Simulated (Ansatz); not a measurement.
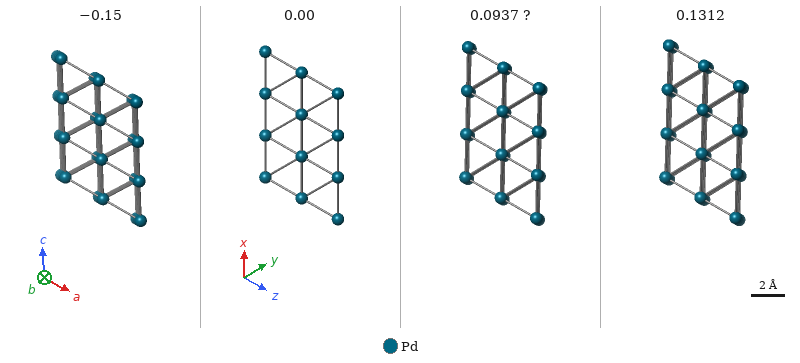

A scan of a crystal of Pd (Im-3m): the cell is strained in shear in the xy plane, with the atoms kept at their fractional coordinates. x, y and z are the Cartesian axes of the input. Style: ball-and-stick. Shown: the cell of the calculation, repeated 2 × 3 × 3 with one cell outlined, along the b axis.

All numbers below come from DFT PBEsol, scalar-relativistic, plane waves, PAW in Ansatz 0.2.0. Settings: plane-wave cutoff 420 eV; k-point mesh 22 × 22 × 22; occupations gaussian; smearing width 0.15 eV; no spin polarisation. Energies (free energies at the smearing named) are counted from the cell as listed in its source, which wasn't relaxed.

```tsv
engineering shear strain	energy change (meV/atom)
−0.1500	97.7
−0.0750	23.3
0.0000	0.0
0.0375	5.7
0.0937	?
0.1125	53.5
0.1312	73.7
```

### Fill in the missing row.

A straight line between the two neighbours gives 41.5 meV/atom. A cubic through the four nearest rows (0.0000, 0.0375, 0.1125, 0.1312) gives, with Lagrange weights, (−0.0716)(0.0) + (0.2507)(5.7) + (1.2516)(53.5) + (−0.4306)(73.7) = 36.7 meV/atom. The calculation gives 36.7 meV/atom, so the cubic is right to the digits shown and the straight line 4.8 meV/atom too high, as the curve bends upwards here.

The whole profile:

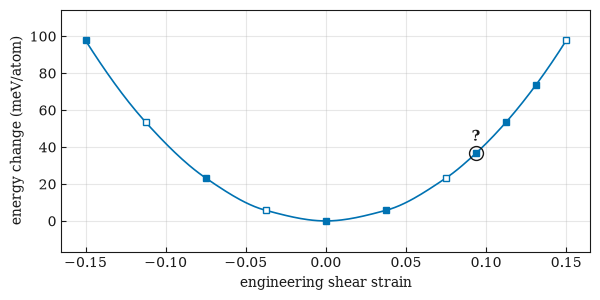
